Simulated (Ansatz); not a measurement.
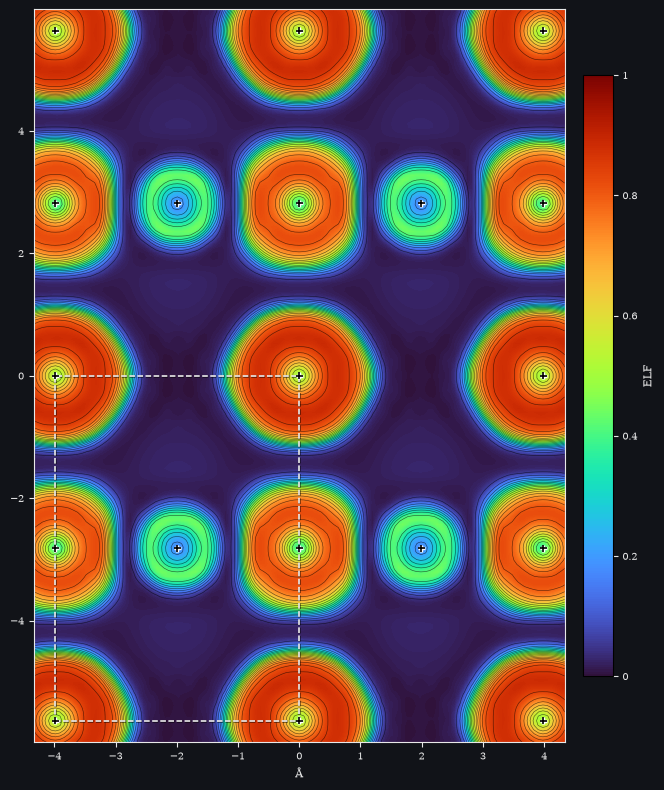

The electron localisation function on a plane through atoms (crosses mark nuclei in the plane).

These are results of Ansatz 0.2.0, Kohn-Sham DFT of a periodic cell, HSE06, Ansatz PAW, not measurements.

Candidates:
A. MoSe₂, a = 3.29 Å, b = 3.29 Å, c = 12.90 Å, α = 90.00°, β = 90.00°, γ = 120.00°. Space group P6₃/mmc; not relaxed (largest force 0.6 eV/Å); computed pressure about 4 GPa in this cell.
B. TiO₂, a = 2.99 Å, b = 2.99 Å, c = 20.94 Å, α = 90.00°, β = 90.00°, γ = 120.00°. Space group R-3m; a structure from a database of computed crystals, not necessarily the ambient phase; not relaxed (largest force 0.7 eV/Å); computed pressure about −5 GPa in this cell.
C. KMgF₃, a = 3.99 Å, b = 3.99 Å, c = 3.99 Å, α = 90.00°, β = 90.00°, γ = 90.00°. Space group Pm-3m.

Q: Which candidate gave the map?

A: Candidate C: KMgF₃ on the (11̄0) plane of the conventional cell, which holds K, Mg and F. Mg–F (1.99 Å): the ELF peaks at about 0.80 in the valence shell of F, 0.6 Å from its nucleus, and is about 0.25 at the midpoint; a largely ionic contact. K–F (2.82 Å): the ELF is about 0 at the midpoint; a closed-shell, largely ionic contact.
